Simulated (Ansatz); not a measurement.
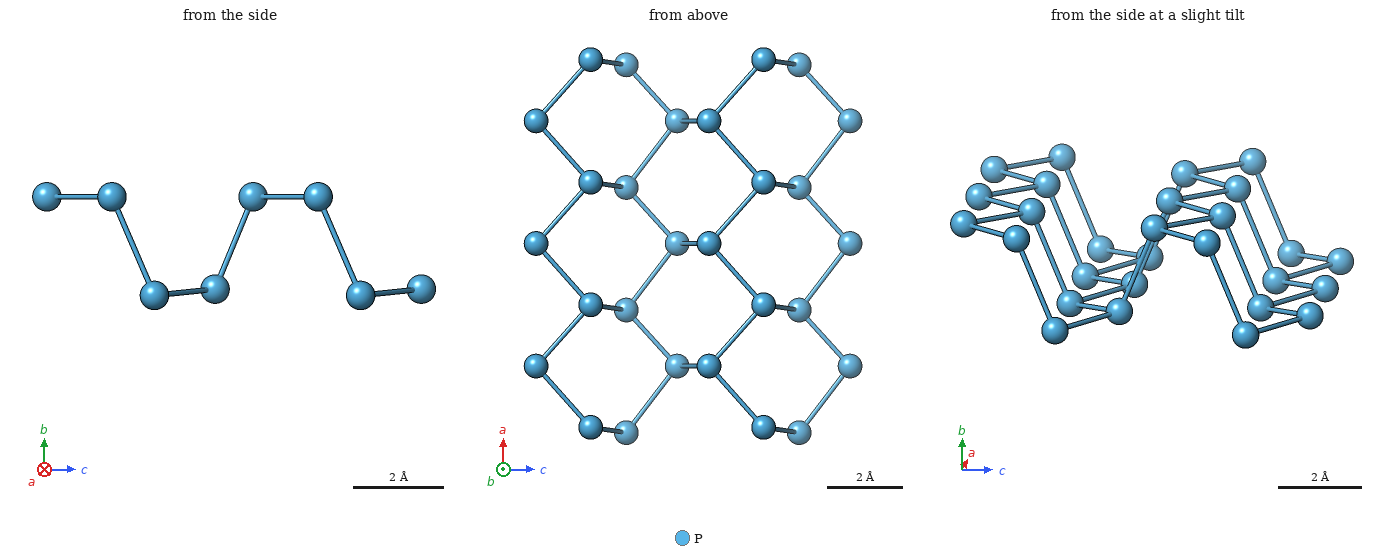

A ball-and-stick picture of a periodic sheet, seen from the side, from above and from the side at a slight tilt. The surface normal points up in side views; the vacuum is left out. 3×2 cells are drawn in the plane, with atoms at the edges repeated.

The cell holds 4 P.

Question: Estimate the thickness.

Answer: About 2.2 Å from the lowest to the highest atom.

Question: Write the layer sequence, upper face first.

Answer: Two planes: P / P.

Question: How are the atoms bonded?

Answer: P is linked to three P in a trigonal pyramidal arrangement at about 2.0 to 2.4 Å. The bonds build P layers parallel to the surface.

The model was built from a structure listed in the Materials Project. The cell was then strained or its atoms displaced on purpose. An electronic-structure calculation with Ansatz was run on it.

At this level of theory the run's own cell isn't at rest (forces up to 3.1 eV/Å), so its distances can differ from those at equilibrium, the more so the softer the solid.
